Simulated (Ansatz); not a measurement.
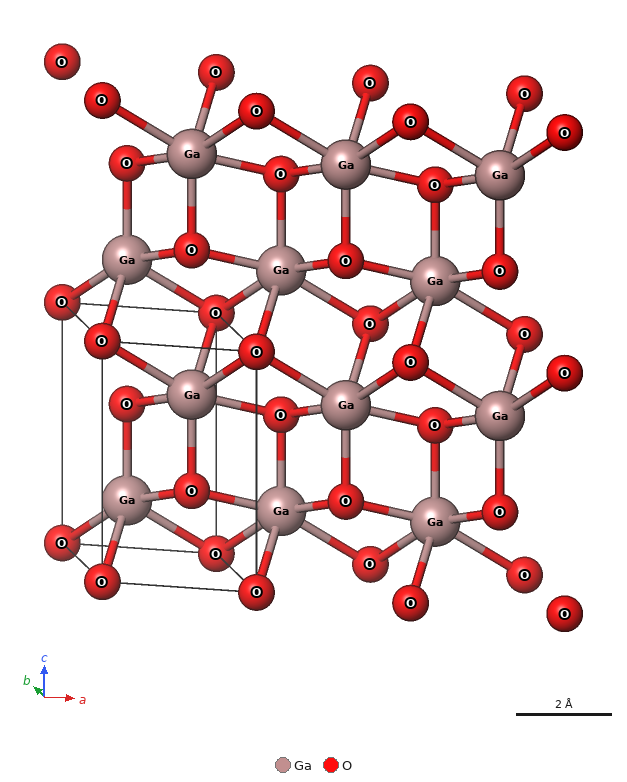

Figure 1. The structure as given in the input (ball-and-stick view of the cell of the calculation, repeated 3 × 1 × 2, seen slightly off an axis). Near neighbours in the crystal (not all of them lie inside the picture): Ga has 7 O at 2.04 to 2.35 Å; O has 4 Ga at 2.04 to 2.11 Å; O has 6 Ga at 2.35 Å.

**Geometry relaxation of Ga₂O₃ (part 1 of 2)**

Ga₂O₃ (5 atoms in the cell), computed with DFT, PBEsol, plane waves, PAW, no spin polarisation (Ansatz 0.2.0).

The structure was built on a prototype by a generator.

What the program printed
```
Engine: ansatz 0.2.0, aarch64-unknown-linux-gnu
Pseudopotentials: kind: paw
Pseudopotential: Ga, paw, valence charge 13, recommended cutoff 420 eV (normal), Ga.paw.azcp
Pseudopotential: O, paw, valence charge 6, recommended cutoff 420 eV (normal), O.paw.azcp
Functional definition: PBEsol
  exchange = pbesol_x
  correlation = pbesol_c
Crystal: 5 atoms, lattice volume = 52.867 Å³
Basis set: ecut = 420 eV, 1073 PW (Γ), exchange–correlation on 48×48×72 points (8 copies of the dense FFT grid, shifted against one another)
Bands: 27, of which v1, the nominal top of the filled ones, is band 22 counted from 1 (21 counted from 0)
Symmetry: 12 space group operations
Space group: P-3m1 (ITA 164), of the structure as read, at distance tolerance 3.8e-5 Å
k-points: 43 of 324
Non-local potential: Ga, projectors of the file, l = 0: 2, l = 1: 2, l = 2: 3, l = 3: 1
Non-local potential: O, projectors of the file, l = 0: 2, l = 1: 2, l = 2: 1
PAW form: soft (Blöchl's): semilocal exchange-correlation on the pseudo side does not see the compensation charge
PAW frozen core: Ga, regenerated for the run's functional, and the local potential with it (the file was generated under x = pbe(κ = 0.804, μ = 0.2195149727645171), c = pbe(β = 0.06672455060314922))
PAW frozen core: O, regenerated for the run's functional, and the local potential with it (the file was generated under x = pbe(κ = 0.804, μ = 0.2195149727645171), c = pbe(β = 0.06672455060314922))
PAW one-centre angular grid: Ga, 590 points (default); XC on 64 Gauss nodes
PAW one-centre angular grid: O, 110 points (default); XC on 64 Gauss nodes
Initial density: superposition of atomic densities (neutral atoms: chi_scale 0, normalization atom), corrected by the library's trained network
Initial wavefunctions: pseudopotential atomic-orbital guess
Functional: x = pbesol(κ = 0.804, μ = 0.12345679012345678), c = pbesol(β = 0.046)
SCF iter   1: F=—  HF=-9168.612708 eV  |F-HF|=—  |Δ(HF+E_count)|=         —  Δρ=1.68e-2  dr2=1.24e-1  ethr=1.77e-3  ⟨swp⟩=5.6  Hψ=4469  notcnv=0
preconditioner: auto → Resta (q_TF=auto, 2.646 Å⁻¹)  ε∞=5.3  [insulator: Δε(μ)=1.147 eV  Ē_g=16.322 eV  σ=0.030 eV  W_gap=0.70  n_scr=22 (ndim 8)  ℏωp=33.9 eV  f_vac=0.025  D(μ)=0.18/eV (n_scr^D=0)  ε∞_Penn≈5.3]
SCF iter   2: F=—  HF=-9168.581871 eV  |F-HF|=—  |Δ(HF+E_count)|=   3.08e-2  Δρ=4.64e-3  dr2=7.45e-3  ethr=2.83e-4  ⟨swp⟩=2.0  Hψ=2389  notcnv=0  defer=41
SCF iter   3: F=—  HF=-9168.580695 eV  |F-HF|=—  |Δ(HF+E_count)|=   1.18e-3  Δρ=1.64e-3  dr2=2.37e-3  ethr=1.69e-5  ⟨swp⟩=2.0  Hψ=2025  notcnv=0  defer=42
SCF iter   4: F=—  HF=-9168.580390 eV  |F-HF|=—  |Δ(HF+E_count)|=   3.05e-4  Δρ=9.74e-4  dr2=5.56e-4  ethr=5.38e-6  ⟨swp⟩=1.8  Hψ=1183  notcnv=0  defer=42
SCF iter   5: F=—  HF=-9168.580277 eV  |F-HF|=—  |Δ(HF+E_count)|=   1.14e-4  Δρ=2.39e-4  dr2=4.41e-5  ethr=1.26e-6  ⟨swp⟩=2.9  Hψ=2184  notcnv=0  defer=42
SCF iter   6: F=—  HF=-9168.580265 eV  |F-HF|=—  |Δ(HF+E_count)|=   1.13e-5  Δρ=1.07e-4  dr2=6.55e-6  ethr=1.00e-7  ⟨swp⟩=2.9  Hψ=2371  notcnv=0  defer=42
SCF iter   7: F=—  HF=-9168.580266 eV  |F-HF|=—  |Δ(HF+E_count)|=   6.36e-7  Δρ=2.76e-5  dr2=4.99e-7  ethr=1.49e-8  ⟨swp⟩=2.0  Hψ=1829  notcnv=0  defer=42
SCF iter   8: F=-9168.580267 eV  HF=-9168.580267 eV  |F-HF|=3.85e-8  |Δ(HF+E_count)|=   5.96e-7  Δρ=7.40e-6  dr2=3.36e-8  ethr=2.27e-10  ⟨swp⟩=4.1  Hψ=4172  notcnv=0
SCF 1 converged in 8 iterations: F = -9168.580267 eV  dr2 = 3.36e-8
  greatest PAW one-centre occupation: 0.997 electrons in one spin orbital (limit 2), on the Ga atom at site 1 (counted from 0), in its partial waves of l = 2
relax step   1: F+E_penalty+E_count = -9168.58026661 eV  Δ(F+E_penalty+E_count) = +0.000e0 eV  max|allowed force component| = 1.105e0 eV/Å  Δτ_max = 0.0000 Å  P = -17.883 GPa  Ω = 52.867 Å³  (8 SCF iters, dr2 threshold 1.00e-7 eV, accepted)
Crystal: 5 atoms, lattice volume = 50.381 Å³
Basis set: ecut = 420 eV, 1003 PW (Γ), exchange–correlation on 48×48×72 points (8 copies of the dense FFT grid, shifted against one another)
Initial density: handed on by an earlier stage of this run
Initial wavefunctions: those handed on with the density
iter 1 solved again at ethr=1.97e-4 eV; its pass at ethr=3.10e-3 eV (dr2=8.66e-2 eV) is discarded
SCF iter   1: F=—  HF=-9169.204637 eV  |F-HF|=—  |Δ(HF+E_count)|=         —  Δρ=1.92e-2  dr2=8.64e-2  ethr=1.97e-4  ⟨swp⟩=1.5  Hψ=6474  notcnv=0
preconditioner: auto → Resta (q_TF=auto, 2.667 Å⁻¹)  ε∞=5.2  [insulator: Δε(μ)=1.047 eV  Ē_g=17.002 eV  σ=0.030 eV  W_gap=1.00  n_scr=22 (ndim 8)  ℏωp=34.7 eV  f_vac=0.011  D(μ)=0.00/eV (n_scr^D=0)  ε∞_Penn≈5.2]
SCF iter   2: F=—  HF=-9169.181100 eV  |F-HF|=—  |Δ(HF+E_count)|=   2.35e-2  Δρ=8.21e-3  dr2=1.30e-2  ethr=1.96e-4  ⟨swp⟩=3.6  Hψ=2261  notcnv=0
SCF iter   3: F=—  HF=-9169.179139 eV  |F-HF|=—  |Δ(HF+E_count)|=   1.96e-3  Δρ=2.75e-3  dr2=2.36e-3  ethr=2.95e-5  ⟨swp⟩=2.2  Hψ=2127  notcnv=0
SCF iter   4: F=—  HF=-9169.179367 eV  |F-HF|=—  |Δ(HF+E_count)|=   2.28e-4  Δρ=9.17e-4  dr2=6.81e-4  ethr=5.36e-6  ⟨swp⟩=2.0  Hψ=2193  notcnv=0
SCF iter   5: F=—  HF=-9169.179350 eV  |F-HF|=—  |Δ(HF+E_count)|=   1.71e-5  Δρ=6.95e-4  dr2=2.16e-4  ethr=1.55e-6  ⟨swp⟩=2.6  Hψ=2023  notcnv=0
SCF iter   6: F=—  HF=-9169.179297 eV  |F-HF|=—  |Δ(HF+E_count)|=   5.26e-5  Δρ=1.48e-4  dr2=1.39e-5  ethr=4.90e-7  ⟨swp⟩=2.0  Hψ=1752  notcnv=0
SCF iter   7: F=—  HF=-9169.179298 eV  |F-HF|=—  |Δ(HF+E_count)|=   1.11e-6  Δρ=7.26e-5  dr2=2.70e-6  ethr=3.16e-8  ⟨swp⟩=2.1  Hψ=1959  notcnv=0
SCF iter   8: F=-9169.179299 eV  HF=-9169.179299 eV  |F-HF|=1.44e-7  |Δ(HF+E_count)|=   8.93e-7  Δρ=1.73e-5  dr2=1.62e-7  ethr=1.14e-9  ⟨swp⟩=3.6  Hψ=5350  notcnv=0
SCF 2 converged in 8 iterations: F = -9169.179299 eV  dr2 = 1.62e-7
relax step   2: F+E_penalty+E_count = -9169.17929924 eV  Δ(F+E_penalty+E_count) = -5.990e-1 eV  max|allowed force component| = 1.139e0 eV/Å  Δτ_max = 0.0452 Å  P = -9.158 GPa  Ω = 50.381 Å³  energy of the carried Pulay correction = +1.274e-2 eV  (8 SCF iters, dr2 threshold 5.00e-7 eV, accepted)
[... from here on the SCF iterations and repeated set-up lines of each step are left out, up to the last step ...]
SCF 3 converged in 7 iterations: F = -9169.557057 eV  dr2 = 4.31e-7
relax step   3: F+E_penalty+E_count = -9169.55705720 eV  Δ(F+E_penalty+E_count) = -3.778e-1 eV  max|allowed force component| = 1.093e0 eV/Å  Δτ_max = 0.0576 Å  P = +9.979 GPa  Ω = 46.238 Å³  energy of the carried Pulay correction = +3.540e-2 eV  (7 SCF iters, dr2 threshold 5.00e-7 eV, accepted)
SCF 4 converged in 7 iterations: F = -9169.766628 eV  dr2 = 3.06e-7
relax step   4: F+E_penalty+E_count = -9169.76662844 eV  Δ(F+E_penalty+E_count) = -2.096e-1 eV  max|allowed force component| = 6.520e-1 eV/Å  Δτ_max = 0.0505 Å  P = +6.922 GPa  Ω = 46.937 Å³  energy of the carried Pulay correction = +3.145e-2 eV  (7 SCF iters, dr2 threshold 5.00e-7 eV, accepted)
SCF 5 converged in 8 iterations: F = -9169.911181 eV  dr2 = 2.26e-7
relax step   5: F+E_penalty+E_count = -9169.91118088 eV  Δ(F+E_penalty+E_count) = -1.446e-1 eV  max|allowed force component| = 2.924e-1 eV/Å  Δτ_max = 0.0812 Å  P = +2.182 GPa  Ω = 48.370 Å³  energy of the carried Pulay correction = +2.351e-2 eV  (8 SCF iters, dr2 threshold 5.00e-7 eV, accepted)
SCF 6 converged in 7 iterations: F = -9169.908966 eV  dr2 = 5.49e-8
relax step   6: F+E_penalty+E_count = -9169.90896612 eV  Δ(F+E_penalty+E_count) = +2.215e-3 eV  max|allowed force component| = 4.583e-1 eV/Å  Δτ_max = 0.0331 Å  P = -1.133 GPa  Ω = 49.621 Å³  energy of the carried Pulay correction = +1.676e-2 eV  (7 SCF iters, dr2 threshold 5.00e-7 eV, accepted)
SCF 7 converged in 6 iterations: F = -9169.922991 eV  dr2 = 4.29e-7
relax step   7: F+E_penalty+E_count = -9169.92299100 eV  Δ(F+E_penalty+E_count) = -1.402e-2 eV  max|allowed force component| = 3.062e-2 eV/Å  Δτ_max = 0.0147 Å  P = +0.086 GPa  Ω = 49.204 Å³  energy of the carried Pulay correction = +1.899e-2 eV  (6 SCF iters, dr2 threshold 5.00e-7 eV, accepted)
SCF 8 converged in 5 iterations: F = -9169.922932 eV  dr2 = 3.71e-8
relax step   8: F+E_penalty+E_count = -9169.92293203 eV  Δ(F+E_penalty+E_count) = +5.897e-5 eV  max|allowed force component| = 2.851e-3 eV/Å  Δτ_max = 0.0018 Å  P = -0.055 GPa  Ω = 49.225 Å³  energy of the carried Pulay correction = +1.888e-2 eV  (5 SCF iters, dr2 threshold 7.51e-8 eV, accepted)
SCF 9 converged in 4 iterations: F = -9169.922967 eV  dr2 = 2.51e-9
relax step   9: F+E_penalty+E_count = -9169.92296693 eV  Δ(F+E_penalty+E_count) = -3.490e-5 eV  max|allowed force component| = 2.122e-3 eV/Å  Δτ_max = 0.0002 Å  P = -0.018 GPa  Ω = 49.219 Å³  energy of the carried Pulay correction = +1.891e-2 eV  (4 SCF iters, dr2 threshold 1.26e-8 eV, accepted)
SCF 10 converged in 9 iterations: F = -9170.042292 eV  dr2 = 1.60e-11
relax step  10: F+E_penalty+E_count = -9170.04229225 eV  Δ(F+E_penalty+E_count) = -1.193e-1 eV  max|allowed force component| = 3.390e-2 eV/Å  Δτ_max = 0.0000 Å  P = +2.458 GPa  Ω = 49.219 Å³  stress off target by 7.56e0 GPa  SCF on the basis re-selected at this cell (its energy is not comparable with the rows above)  (9 SCF iters)
SCF 11 converged in 7 iterations: F = -9170.094862 eV  dr2 = 1.71e-7
relax step  11: F+E_penalty+E_count = -9170.09486227 eV  Δ(F+E_penalty+E_count) = -5.257e-2 eV  max|allowed force component| = 8.149e-2 eV/Å  Δτ_max = 0.0247 Å  P = +1.464 GPa  Ω = 50.171 Å³  energy of the carried Pulay correction = -5.837e-3 eV  (7 SCF iters, dr2 threshold 5.00e-7 eV, accepted)
SCF 12 converged in 7 iterations: F = -9170.111918 eV  dr2 = 2.40e-7
relax step  12: F+E_penalty+E_count = -9170.11191795 eV  Δ(F+E_penalty+E_count) = -1.706e-2 eV  max|allowed force component| = 2.876e-2 eV/Å  Δτ_max = 0.0384 Å  P = +0.511 GPa  Ω = 51.417 Å³  energy of the carried Pulay correction = -1.310e-2 eV  (7 SCF iters, dr2 threshold 5.00e-7 eV, accepted)
SCF 13 converged in 6 iterations: F = -9170.108246 eV  dr2 = 4.33e-8
relax step  13: F+E_penalty+E_count = -9170.10824621 eV  Δ(F+E_penalty+E_count) = +3.672e-3 eV  max|allowed force component| = 8.968e-2 eV/Å  Δτ_max = 0.0016 Å  P = -1.375 GPa  Ω = 51.882 Å³  energy of the carried Pulay correction = -1.543e-2 eV  (6 SCF iters, dr2 threshold 5.00e-7 eV, rejected (line search))
SCF 14 converged in 9 iterations: F = -9170.111611 eV  dr2 = 4.53e-11
relax step  14: F+E_penalty+E_count = -9170.11161060 eV  Δ(F+E_penalty+E_count) = +3.073e-4 eV  max|allowed force component| = 8.877e-3 eV/Å  Δτ_max = 0.0032 Å  P = +0.164 GPa  Ω = 51.565 Å³  energy of the carried Pulay correction = -1.387e-2 eV  (9 SCF iters, accepted)
SCF 15 converged in 5 iterations: F = -9170.110881 eV  dr2 = 1.73e-7
relax step  15: F+E_penalty+E_count = -9170.11088101 eV  Δ(F+E_penalty+E_count) = +7.296e-4 eV  max|allowed force component| = 4.048e-3 eV/Å  Δτ_max = 0.0051 Å  P = -0.030 GPa  Ω = 51.743 Å³  energy of the carried Pulay correction = -1.486e-2 eV  (5 SCF iters, dr2 threshold 2.84e-7 eV, accepted)
SCF 16 converged in 9 iterations: F = -9170.142532 eV  dr2 = 6.24e-12
relax step  16: F+E_penalty+E_count = -9170.14253202 eV  Δ(F+E_penalty+E_count) = -3.165e-2 eV  max|allowed force component| = 1.199e-2 eV/Å  Δτ_max = 0.0000 Å  P = +0.761 GPa  Ω = 51.743 Å³  stress off target by 1.84e0 GPa  SCF on the basis re-selected at this cell (its energy is not comparable with the rows above)  (9 SCF iters)
SCF 17 converged in 6 iterations: F = -9170.145732 eV  dr2 = 4.11e-7
relax step  17: F+E_penalty+E_count = -9170.14573187 eV  Δ(F+E_penalty+E_count) = -3.200e-3 eV  max|allowed force component| = 1.892e-2 eV/Å  Δτ_max = 0.0207 Å  P = +0.355 GPa  Ω = 52.518 Å³  energy of the carried Pulay correction = -4.416e-3 eV  (6 SCF iters, dr2 threshold 5.00e-7 eV, accepted)
SCF 18 converged in 7 iterations: F = -9170.143859 eV  dr2 = 8.59e-8
relax step  18: F+E_penalty+E_count = -9170.14385859 eV  Δ(F+E_penalty+E_count) = +1.873e-3 eV  max|allowed force component| = 1.510e-2 eV/Å  Δτ_max = 0.0195 Å  P = +0.140 GPa  Ω = 53.141 Å³  energy of the carried Pulay correction = -8.270e-3 eV  (7 SCF iters, dr2 threshold 5.00e-7 eV, accepted)
SCF 19 converged in 6 iterations: F = -9170.142212 eV  dr2 = 2.09e-8
relax step  19: F+E_penalty+E_count = -9170.14221175 eV  Δ(F+E_penalty+E_count) = +1.647e-3 eV  max|allowed force component| = 1.125e-1 eV/Å  Δτ_max = 0.0032 Å  P = -0.224 GPa  Ω = 53.316 Å³  energy of the carried Pulay correction = -9.373e-3 eV  (6 SCF iters, dr2 threshold 1.43e-7 eV, rejected (line search))
SCF 20 converged in 9 iterations: F = -9170.143509 eV  dr2 = 1.84e-11
relax step  20: F+E_penalty+E_count = -9170.14350911 eV  Δ(F+E_penalty+E_count) = +3.495e-4 eV  max|allowed force component| = 2.173e-3 eV/Å  Δτ_max = 0.0011 Å  P = +0.053 GPa  Ω = 53.205 Å³  energy of the carried Pulay correction = -8.677e-3 eV  (9 SCF iters, accepted)
SCF 21 converged in 6 iterations: F = -9170.142979 eV  dr2 = 9.57e-9
relax step  21: F+E_penalty+E_count = -9170.14297935 eV  Δ(F+E_penalty+E_count) = +5.298e-4 eV  max|allowed force component| = 9.380e-4 eV/Å  Δτ_max = 0.0022 Å  P = +0.008 GPa  Ω = 53.290 Å³  energy of the carried Pulay correction = -9.233e-3 eV  (6 SCF iters, dr2 threshold 2.19e-8 eV, accepted)
SCF 22 converged in 8 iterations: F = -9170.154319 eV  dr2 = 1.61e-11
relax step  22: F+E_penalty+E_count = -9170.15431897 eV  Δ(F+E_penalty+E_count) = -1.134e-2 eV  max|allowed force component| = 2.770e-3 eV/Å  Δτ_max = 0.0000 Å  P = +0.099 GPa  Ω = 53.290 Å³  stress off target by 4.10e-1 GPa  SCF on the basis re-selected at this cell (its energy is not comparable with the rows above)  (8 SCF iters)
SCF 23 converged in 6 iterations: F = -9170.153092 eV  dr2 = 2.69e-7
relax step  23: F+E_penalty+E_count = -9170.15309242 eV  Δ(F+E_penalty+E_count) = +1.227e-3 eV  max|allowed force component| = 8.122e-3 eV/Å  Δτ_max = 0.0120 Å  P = +0.185 GPa  Ω = 53.664 Å³  energy of the carried Pulay correction = -2.019e-3 eV  (6 SCF iters, dr2 threshold 4.21e-7 eV, accepted)
SCF 24 converged in 6 iterations: F = -9170.152210 eV  dr2 = 4.06e-8
relax step  24: F+E_penalty+E_count = -9170.15221006 eV  Δ(F+E_penalty+E_count) = +8.824e-4 eV  max|allowed force component| = 9.427e-3 eV/Å  Δτ_max = 0.0047 Å  P = +0.054 GPa  Ω = 53.841 Å³  energy of the carried Pulay correction = -2.982e-3 eV  (6 SCF iters, dr2 threshold 9.32e-8 eV, accepted)
SCF 25 converged in 5 iterations: F = -9170.152104 eV  dr2 = 8.91e-9
relax step  25: F+E_penalty+E_count = -9170.15210408 eV  Δ(F+E_penalty+E_count) = +1.060e-4 eV  max|allowed force component| = 4.561e-4 eV/Å  Δτ_max = 0.0003 Å  P = +0.002 GPa  Ω = 53.861 Å³  energy of the carried Pulay correction = -3.097e-3 eV  (5 SCF iters, dr2 threshold 1.52e-8 eV, accepted)
SCF 26 converged in 8 iterations: F = -9170.155419 eV  dr2 = 1.54e-11
relax step  26: F+E_penalty+E_count = -9170.15541927 eV  Δ(F+E_penalty+E_count) = -3.315e-3 eV  max|allowed force component| = 1.028e-3 eV/Å  Δτ_max = 0.0000 Å  P = +0.018 GPa  Ω = 53.861 Å³  stress off target by 1.01e-1 GPa  SCF on the basis re-selected at this cell (its energy is not comparable with the rows above)  (8 SCF iters)
SCF 27 converged in 7 iterations: F = -9170.154798 eV  dr2 = 3.91e-9
relax step  27: F+E_penalty+E_count = -9170.15479751 eV  Δ(F+E_penalty+E_count) = +6.218e-4 eV  max|allowed force component| = 8.784e-4 eV/Å  Δτ_max = 0.0039 Å  P = +0.006 GPa  Ω = 53.995 Å³  energy of the carried Pulay correction = -6.876e-4 eV  (7 SCF iters, dr2 threshold 2.57e-8 eV, accepted)
iter 1 solved again at ethr=6.02e-8 eV; its pass at ethr=3.10e-3 eV (dr2=2.65e-5 eV) is discarded
SCF iter   1: F=—  HF=-9170.155399 eV  |F-HF|=—  |Δ(HF+E_count)|=         —  Δρ=2.78e-5  dr2=5.95e-8  ethr=6.02e-8  ⟨swp⟩=4.0  Hψ=8240  notcnv=0
preconditioner: auto → Resta (q_TF=auto, 2.637 Å⁻¹)  ε∞=4.6  [insulator: Δε(μ)=2.457 eV  Ē_g=17.603 eV  σ=0.030 eV  W_gap=1.00  n_scr=22 (ndim 8)  ℏωp=33.5 eV  f_vac=0.102  D(μ)=0.00/eV (n_scr^D=0)  ε∞_Penn≈4.6]
SCF iter   2: F=—  HF=-9170.155408 eV  |F-HF|=—  |Δ(HF+E_count)|=   9.51e-6  Δρ=1.39e-5  dr2=1.69e-8  ethr=1.35e-10  ⟨swp⟩=2.2  Hψ=2121  notcnv=0
SCF iter   3: F=—  HF=-9170.155408 eV  |F-HF|=—  |Δ(HF+E_count)|=   3.17e-8  Δρ=3.52e-6  dr2=1.36e-9  ethr=3.83e-11  ⟨swp⟩=2.0  Hψ=1971  notcnv=0
SCF iter   4: F=—  HF=-9170.155408 eV  |F-HF|=—  |Δ(HF+E_count)|=   1.51e-9  Δρ=4.88e-7  dr2=1.67e-10  ethr=3.09e-12  ⟨swp⟩=2.0  Hψ=2107  notcnv=0
SCF iter   5: F=—  HF=-9170.155408 eV  |F-HF|=—  |Δ(HF+E_count)|=  9.28e-11  Δρ=2.22e-7  dr2=5.81e-11  ethr=1.00e-12  ⟨swp⟩=4.8  Hψ=4430  notcnv=0
SCF iter   6: F=-9170.155408 eV  HF=-9170.155408 eV  |F-HF|=1.09e-11  |Δ(HF+E_count)|=  8.91e-11  Δρ=6.52e-8  dr2=3.40e-12  ethr=1.00e-12  ⟨swp⟩=4.5  Hψ=4190  notcnv=0
SCF 28 converged in 6 iterations: F = -9170.155408 eV  dr2 = 3.40e-12
relax step  28: F+E_penalty+E_count = -9170.15540849 eV  Δ(F+E_penalty+E_count) = -6.110e-4 eV  max|allowed force component| = 9.707e-4 eV/Å  Δτ_max = 0.0000 Å  P = +0.010 GPa  Ω = 53.995 Å³  stress off target by 4.17e-2 GPa  SCF on the basis re-selected at this cell (its energy is not comparable with the rows above)  (6 SCF iters)
```

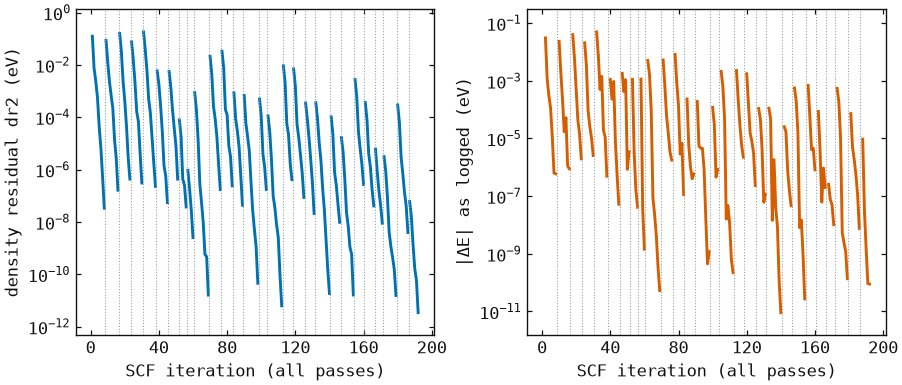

Figure 2. Convergence of the self-consistent field: density residual dr2 and size of the energy change against the SCF iteration. The dotted lines part the SCF passes of the relaxation: geometry steps, rejected trials and re-solves on a re-selected basis. The 28 passes take 4 to 9 iterations each, 192 in all.

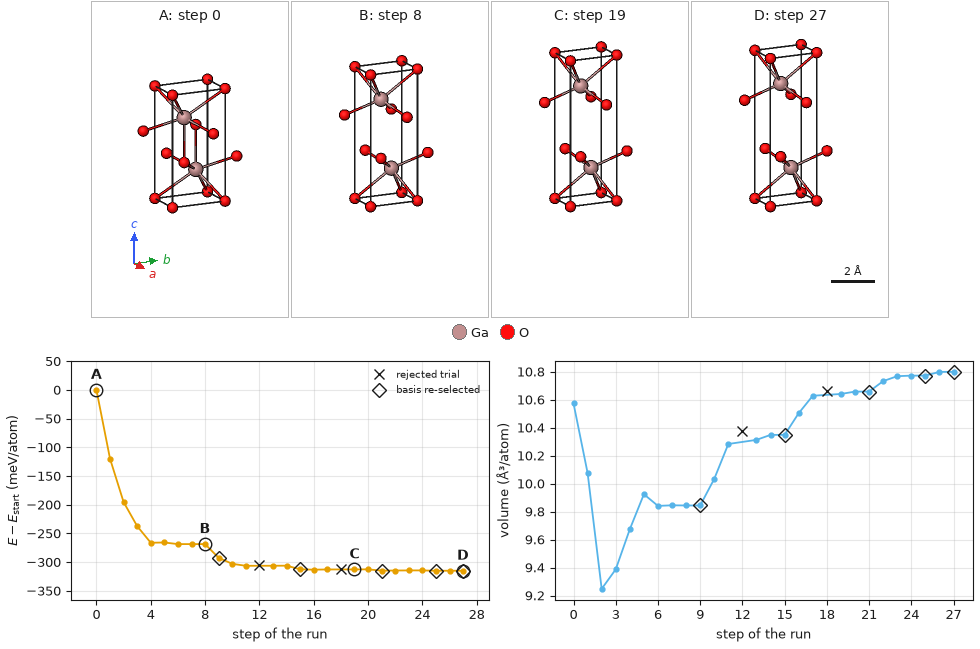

Figure 3. Frames of the relaxation (ball-and-stick view of the cell of the calculation, with bonded neighbours outside it, seen slightly off an axis) above the curves, on which the letters mark them (the first geometry is step 0 here and step 1 in the log).
